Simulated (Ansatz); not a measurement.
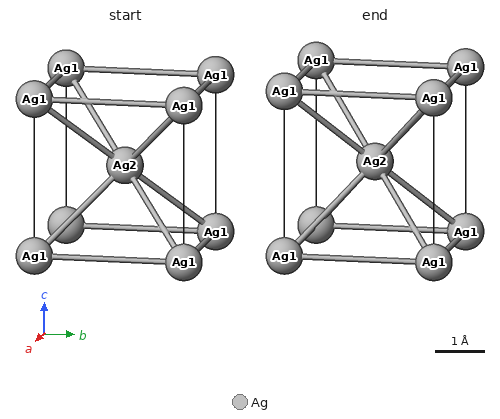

The structure of crystalline Ag (set up in I4/mmm) before (left) and after (right) a relaxation, at one scale.

The picture is a ball-and-stick view of the cell of the calculation, seen slightly off an axis.

Case: biaxial strain in the a-b plane of -3.0 %; c and atoms relaxed.

Theory: Ansatz, DFT r2SCAN, scalar-relativistic, plane waves, PAW. (plane-wave cutoff 500 eV; k-point mesh 16 × 16 × 16; occupations gaussian; smearing width 0.1 eV; no spin polarisation; cell relaxed at fixed a, b, gamma; force threshold 0.008 eV/Å; at most 40 steps)

> What changed between the two?

The energy falls by 24.5 meV per cell of the calculation in 4 accepted moves (6 points after the start). All forces vanish by symmetry, so only the cell relaxes. Pressure: 4.58 GPa at the start and −0.75 GPa at the end. At 2 points the geometry stayed and the basis and grid were re-selected for the new cell (energy shift of 1.3 meV per cell of the calculation at most each time). No atom moves by more than 0.005 Å relative to the cell. The volume changes by +4.9 %, with a = b unchanged at 3.170 Å, c 3.327 → 3.491 Å (+4.9 %). Near-neighbour distances that change, for instance: Ag1–Ag2 2.792 → 2.841 Å. The space group stays I4/mmm (No. 139).
